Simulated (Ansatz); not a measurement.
# CoO: single-point calculation (part 1 of 2)

CoO (Fm-3m, 8 atoms in the cell), computed with DFT, LDA, PAW, plane waves, scalar-relativistic (Ansatz 0.2.0).

The structure derives from an entry of the Crystallography Open Database. It belongs to a series of runs on one base structure; here: parallel moments along z. Figures and captions count atoms from 1; the log counts them from 0 in places.

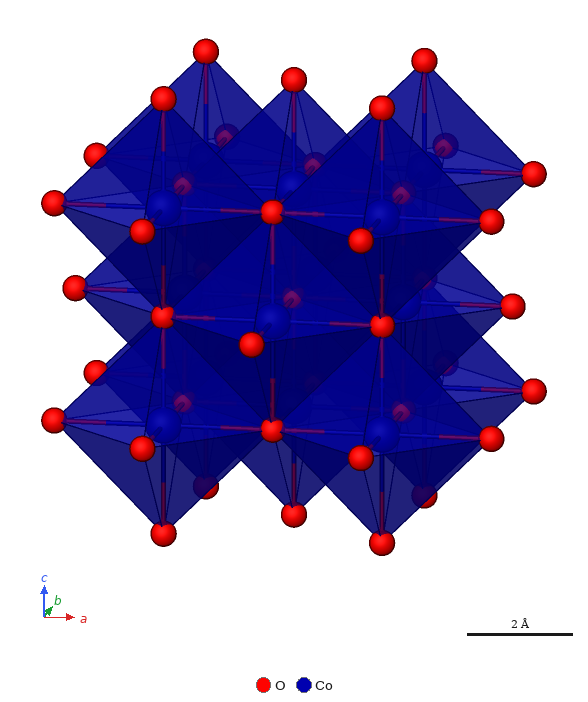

Figure 1. The structure (polyhedral view of the cell of the calculation, seen slightly off an axis; polyhedra are completed across the faces of the cell).

**Summary**

```json
{"quantity": "outcome", "value": "converged"}
{"quantity": "space group (tolerance 0.01 Å)", "value": "Fm-3m (225)"}
{"quantity": "electrons treated", "value": "92"}
{"quantity": "free energy", "value": "−22465.0764 eV"}
{"quantity": "Fermi energy", "value": "13.545 eV"}
{"quantity": "net moment of the cell", "value": "12.00 μB"}
{"quantity": "integrated absolute moment", "value": "12.04 μB"}
{"quantity": "pressure", "value": "−17.90 GPa"}
{"quantity": "largest force (length of the vector)", "value": "under 0.001 eV/Å"}
{"quantity": "hardware", "value": "4 threads of Arm Neoverse V1, 24 GiB of memory available, shared host"}
{"quantity": "wall time", "value": "8.9 s (CPU time 35 s)"}
{"quantity": "peak memory", "value": "0.63 GiB"}
```

**Remarks**

The k-point mesh is coarse for a cell of this size, so the results may not be converged.

**Input file**
```yaml
crystal:
  lattice:
    - [4.258, 0.0, 0.0]
    - [0.0, 4.258, 0.0]
    - [0.0, 0.0, 4.258]
  atoms:
    - { symbol: O, position: [0.0, 0.0, 0.5] }
    - { symbol: O, position: [0.0, 0.5, 0.0] }
    - { symbol: O, position: [0.5, 0.0, 0.0] }
    - { symbol: O, position: [0.5, 0.5, 0.5] }
    - { symbol: Co, position: [0.0, 0.0, 0.0], spin: 3.0, spin_axis: [0.0, 0.0, 3.0] }
    - { symbol: Co, position: [0.0, 0.5, 0.5], spin: 3.0, spin_axis: [0.0, 0.0, 3.0] }
    - { symbol: Co, position: [0.5, 0.0, 0.5], spin: 3.0, spin_axis: [0.0, 0.0, 3.0] }
    - { symbol: Co, position: [0.5, 0.5, 0.0], spin: 3.0, spin_axis: [0.0, 0.0, 3.0] }
hamiltonian:
  xc: lda
  pseudopotentials: { kind: paw }
basis:
  ecutwfc: 420
kpoints:
  mp_grid: { grid: [3, 3, 3] }
scf:
  occupations: { method: fermi_dirac, width: 0.03 }
  lower_state_search: "off"
  max_iter: 150
output:
  forces: true
  stress: true
  write_density: true
  write_potential: true
  elf: true
  volumetric_format: npy
magnetization:
  noncollinear: true
```

Launched with:
```bash
ansatz run input.yaml --threads 4 --pin off --max-ram 9216MiB --backend cpu --events-out ev --progress --plain --runs-dir out
```

**Log**
```
Engine: ansatz 0.2.0, aarch64-unknown-linux-gnu
Pseudopotentials: kind: paw
Pseudopotential: O, paw, valence charge 6, recommended cutoff 420 eV (normal), O.paw.azcp
Pseudopotential: Co, paw, valence charge 17, recommended cutoff 420 eV (normal), Co.paw.azcp
Functional definition: SPW92
  exchange = slater_x
  correlation = pw_c
Crystal: 8 atoms, lattice volume = 77.200 Å³
Basis set: ecut = 420 eV, 1503 PW (Γ)
Bands: 112, of which v1, the nominal top of the filled ones, is band 92 counted from 1 (91 counted from 0)
Symmetry: 192 space group operations + 192 with time reversal
Moments: of one size on atoms that these operations exchange, one fixing the others by the rotation that the starting moments gave each, and all in one plane where the starting moments lie in one or along one axis (crystal.symmetry.detect: false holds none)
k-points: 4 of 27
Non-local potential: O, projectors of the file, l = 0: 2, l = 1: 2, l = 2: 1
Non-local potential: Co, projectors of the file, l = 0: 3, l = 1: 2, l = 2: 3, l = 3: 1
PAW form: soft (Blöchl's): semilocal exchange-correlation on the pseudo side does not see the compensation charge
PAW frozen core: O, regenerated for the run's functional, and the local potential with it (the file was generated under x = pbe(κ = 0.804, μ = 0.2195149727645171), c = pbe(β = 0.06672455060314922))
PAW frozen core: Co, regenerated for the run's functional, and the local potential with it (the file was generated under x = pbe(κ = 0.804, μ = 0.2195149727645171), c = pbe(β = 0.06672455060314922))
PAW one-centre angular grid: O, 110 points (default); XC on 64 Gauss nodes
PAW one-centre angular grid: Co, 590 points (default); XC on 64 Gauss nodes
Initial density: superposition of atomic densities (chi_scale 0.1, normalization cell, long waves kept (reshape's long-wave potential 0.00 eV rms))
Starting moments: Σ|m| = 12 μB on 4 of 8 sites
Initial wavefunctions: pseudopotential atomic-orbital guess
Functional: x = slater, c = lda
SCF iter   1: F=—  HF=-22476.866819 eV  |F-HF|=—  |Δ(HF+E_count)|=         —  Δρ=4.70e-1  dr2=1.43e2  dr2_m=3.00e1  ethr=1.00e-1  |M|=3.70e0 ∫|m|=3.71e0 μB  |m|>n=0.0e0 m-floor=0.0e0 τ_xc=0.0e0  β_m=0.30  ⟨swp⟩=4.2  Hψ=1187  notcnv=0
preconditioner: auto → Kerker (q_TF=auto, 2.809 Å⁻¹)  [metal: Δε(μ)=0.026 eV  Ē_g=8.509 eV  σ=0.030 eV  W_gap=0.20  n_scr=26 (ndim 8)  ℏωp=32.7 eV  f_vac=0.000  D(μ)=16.20/eV (n_scr^D=304)]
spin=Noncollinear: Kerker preconditioning applied to the charge; magnetization (m_x, m_y, m_z) channels mix plain (no charge-response kernel on spin).
SCF iter   2: F=—  HF=-22466.155087 eV  |F-HF|=—  |Δ(HF+E_count)|=    1.07e1  Δρ=1.64e-1  dr2=9.62e0  dr2_m=3.68e0  ethr=1.00e-1  |M|=1.20e1 ∫|m|=1.20e1 μB  |m|>n=0.0e0 m-floor=0.0e0 τ_xc=9.8e-33  β_m=1.00  ⟨swp⟩=3.0  Hψ=1047  notcnv=0
SCF iter   3: F=—  HF=-22463.873066 eV  |F-HF|=—  |Δ(HF+E_count)|=    2.28e0  Δρ=7.66e-2  dr2=1.97e0  dr2_m=5.87e-2  ethr=1.05e-2  |M|=1.20e1 ∫|m|=1.20e1 μB  |m|>n=0.0e0 m-floor=0.0e0 τ_xc=2.4e-32  β_m=0.30  ⟨swp⟩=3.5  Hψ=1072  notcnv=0
SCF iter   4: F=—  HF=-22464.733666 eV  |F-HF|=—  |Δ(HF+E_count)|=   8.61e-1  Δρ=8.66e-2  dr2=2.76e0  dr2_m=1.33e0  ethr=2.14e-3  |M|=1.03e1 ∫|m|=1.03e1 μB  |m|>n=0.0e0 m-floor=0.0e0 τ_xc=7.2e-32  β_m=0.30  ⟨swp⟩=4.0  Hψ=1246  notcnv=0
iter 5 solved again at ethr=2.43e-5 eV; its pass at ethr=2.14e-3 eV (dr2=2.24e-2 eV) is discarded
SCF iter   5: F=—  HF=-22464.723688 eV  |F-HF|=—  |Δ(HF+E_count)|=   9.98e-3  Δρ=2.83e-2  dr2=2.38e-2  dr2_m=1.42e-1  ethr=2.43e-5  |M|=1.20e1 ∫|m|=1.20e1 μB  |m|>n=0.0e0 m-floor=0.0e0 τ_xc=4.7e-32  β_m=1.00  ⟨swp⟩=4.0  Hψ=2189  notcnv=0
SCF iter   6: F=—  HF=-22464.835366 eV  |F-HF|=—  |Δ(HF+E_count)|=   1.12e-1  Δρ=1.34e-2  dr2=9.78e-2  dr2_m=3.29e-3  ethr=2.43e-5  |M|=1.20e1 ∫|m|=1.20e1 μB  |m|>n=0.0e0 m-floor=0.0e0 τ_xc=7.3e-32  β_m=1.00  ⟨swp⟩=4.0  Hψ=1434  notcnv=0
SCF iter   7: F=—  HF=-22464.937515 eV  |F-HF|=—  |Δ(HF+E_count)|=   1.02e-1  Δρ=6.44e-3  dr2=2.66e-2  dr2_m=4.63e-4  ethr=2.43e-5  |M|=1.20e1 ∫|m|=1.20e1 μB  |m|>n=0.0e0 m-floor=0.0e0 τ_xc=8.1e-32  β_m=0.30  ⟨swp⟩=3.2  Hψ=965  notcnv=0
Mixer restart at iter 7: flushing history
spin-set hold released at iteration 7 (site moments contracting): the magnetisation degrees of freedom join the quasi-Newton model from the next iteration; the mixer history was flushed
SCF iter   8: F=—  HF=-22465.002717 eV  |F-HF|=—  |Δ(HF+E_count)|=   6.52e-2  Δρ=2.26e-3  dr2=1.55e-3  dr2_m=9.08e-4  ethr=2.43e-5  |M|=1.20e1 ∫|m|=1.20e1 μB  |m|>n=0.0e0 m-floor=0.0e0 τ_xc=6.7e-32  β_m=0.57  ⟨swp⟩=3.5  Hψ=1031  notcnv=0
SCF iter   9: F=—  HF=-22465.076061 eV  |F-HF|=—  |Δ(HF+E_count)|=   7.33e-2  Δρ=4.52e-3  dr2=1.00e-2  dr2_m=5.27e-4  ethr=1.68e-6  |M|=1.20e1 ∫|m|=1.20e1 μB  |m|>n=0.0e0 m-floor=0.0e0 τ_xc=4.2e-32  β_m=0.53  ⟨swp⟩=4.0  Hψ=1362  notcnv=0
SCF iter  10: F=—  HF=-22465.076365 eV  |F-HF|=—  |Δ(HF+E_count)|=   3.03e-4  Δρ=8.79e-4  dr2=1.86e-4  dr2_m=1.37e-4  ethr=1.68e-6  |M|=1.20e1 ∫|m|=1.20e1 μB  |m|>n=0.0e0 m-floor=0.0e0 τ_xc=7.0e-32  β_m=0.77  ⟨swp⟩=4.0  Hψ=1387  notcnv=0
SCF iter  11: F=—  HF=-22465.076426 eV  |F-HF|=—  |Δ(HF+E_count)|=   6.09e-5  Δρ=1.20e-4  dr2=3.66e-6  dr2_m=2.43e-6  ethr=2.02e-7  |M|=1.20e1 ∫|m|=1.20e1 μB  |m|>n=0.0e0 m-floor=0.0e0 τ_xc=1.4e-31  β_m=0.86  ⟨swp⟩=3.0  Hψ=964  notcnv=0
SCF iter  12: F=—  HF=-22465.076428 eV  |F-HF|=—  |Δ(HF+E_count)|=   2.42e-6  Δρ=7.34e-5  dr2=2.01e-6  dr2_m=5.68e-8  ethr=3.97e-9  |M|=1.20e1 ∫|m|=1.20e1 μB  |m|>n=0.0e0 m-floor=0.0e0 τ_xc=1.3e-31  β_m=0.93  ⟨swp⟩=4.0  Hψ=1240  notcnv=0
SCF iter  13: F=—  HF=-22465.076428 eV  |F-HF|=—  |Δ(HF+E_count)|=   1.24e-7  Δρ=2.57e-5  dr2=3.81e-7  dr2_m=1.40e-8  ethr=2.19e-9  |M|=1.20e1 ∫|m|=1.20e1 μB  |m|>n=0.0e0 m-floor=0.0e0 τ_xc=1.1e-31  β_m=0.96  ⟨swp⟩=3.0  Hψ=969  notcnv=0
SCF iter  14: F=-22465.076428 eV  HF=-22465.076428 eV  |F-HF|=5.11e-9  |Δ(HF+E_count)|=   6.44e-8  Δρ=3.28e-6  dr2=5.09e-9  dr2_m=1.73e-9  ethr=4.14e-10  |M|=1.20e1 ∫|m|=1.20e1 μB  |m|>n=0.0e0 m-floor=0.0e0 τ_xc=4.7e-32  ⟨swp⟩=3.0  Hψ=942  notcnv=0
SCF 1 converged in 14 iterations: F = -22465.076428 eV  dr2 = 5.09e-9
  Residual-converged pass: ⟨swp⟩=5.8  Hψ=1882  notcnv=0  max |occ|·‖R‖ = 9.9e-9 eV (tolerance 1.0e-8 eV)  dr2=6.77e-9  dr2_m=1.95e-9  dr2_onsite=2.71e-8  max |Δocc| = 6.8e-11
  greatest PAW one-centre occupation: 1.002 electrons in one spin orbital (limit 2), on the Co atom at site 7 (counted from 0), in its partial waves of l = 1
```

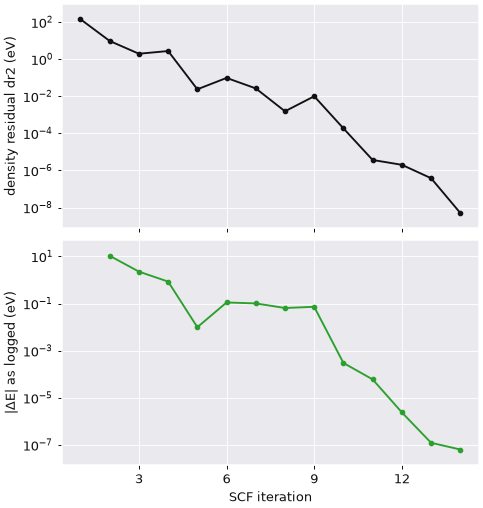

Figure 2. Convergence of the self-consistent field: density residual dr2 and size of the energy change against the SCF iteration. The residual falls unevenly and jumps up by a factor of two or more 2 times on the way down.

```
SCF converged after 14 iterations
Magnetization: |M| = 12.0000 μB,  M = (+0.0000, -0.0000, +12.0000) μB
Absolute magnetization: 12.0400 μB (∫|m|, with the PAW one-centre terms)
  site 0: m = (-0.0000, +0.0000, +0.3652) μB, |m| = 0.3652 μB  (R = 0.88 Å)
  site 1: m = (-0.0000, +0.0000, +0.3652) μB, |m| = 0.3652 μB  (R = 0.88 Å)
  site 2: m = (-0.0000, +0.0000, +0.3652) μB, |m| = 0.3652 μB  (R = 0.88 Å)
  site 3: m = (-0.0000, +0.0000, +0.3652) μB, |m| = 0.3652 μB  (R = 0.88 Å)
  site 4: m = (+0.0000, -0.0000, +2.5119) μB, |m| = 2.5119 μB  (R = 0.88 Å)
  site 5: m = (+0.0000, -0.0000, +2.5119) μB, |m| = 2.5119 μB  (R = 0.88 Å)
  site 6: m = (+0.0000, -0.0000, +2.5119) μB, |m| = 2.5119 μB  (R = 0.88 Å)
  site 7: m = (+0.0000, -0.0000, +2.5119) μB, |m| = 2.5119 μB  (R = 0.88 Å)
Free energy (F): -22465.076428 eV
Harris-Foulkes:  -22465.076428 eV  (|F-HF|=5.11e-9)
Internal energy: -22465.025011 eV  (E = F + TS)
E sigma→0 (E₀):  -22465.050720 eV
Entropy (-TS):   -0.051416 eV (-6.427 meV/atom)
Fermi energy:    13.544604 eV
--- Per-component energies (eV) ---
  E_band       = -1240.166012
  E_kinetic    = 2463.884901
  E_local      = -13734.175328  (includes V_loc(G=0)·N_el)
  E_nonlocal   = 2079.260582
  E_hartree    = 5615.503655
  E_xc         = -902.194851
  E_vxc        = -1167.496785  (∫ρ·V_xc dr)
  E_paw        = -6407.530244  (= ΣΔE_a)
  E_vpaw       = -2112.658135  (= ΣTr[D̂ρ^β])
  E_aug_tail   = 0.009997  (compensation charges beyond the density's cutoff)
  E_ewald      = -11581.844411
  E_core_change = 2.060688  (= ΣΔE_core)
  E_smearing   = -0.051416  (= −TS)
  E_closure    = 0.000000  (closes the sum)
  Σ components = -22465.076428   (vs F -22465.076428, Δ=0.00e0)
--- Forces (eV/Å), atoms counted from 1 ---
  atom   1  O      0.00000000    -0.00000000     0.00000000
  atom   2  O      0.00000000     0.00000000    -0.00000000
  atom   3  O      0.00000000    -0.00000000    -0.00000000
  atom   4  O      0.00000000    -0.00000000     0.00000000
  atom   5  Co     0.00000000     0.00000000     0.00000000
  atom   6  Co     0.00000000    -0.00000000    -0.00000000
  atom   7  Co     0.00000000    -0.00000000    -0.00000000
  atom   8  Co     0.00000000    -0.00000000    -0.00000000
  max |Σ_I F_I| component: 1.50e-28 eV/Å
--- Stress (GPa, compression-positive) ---
      -17.899990       0.000000       0.000000
       -0.000000     -17.899990      -0.000000
        0.000000       0.000000     -17.899990
  P = ⅓ Tr σ = -17.9000 GPa (-179.000 kbar)
--- Band table (eV) ---
```
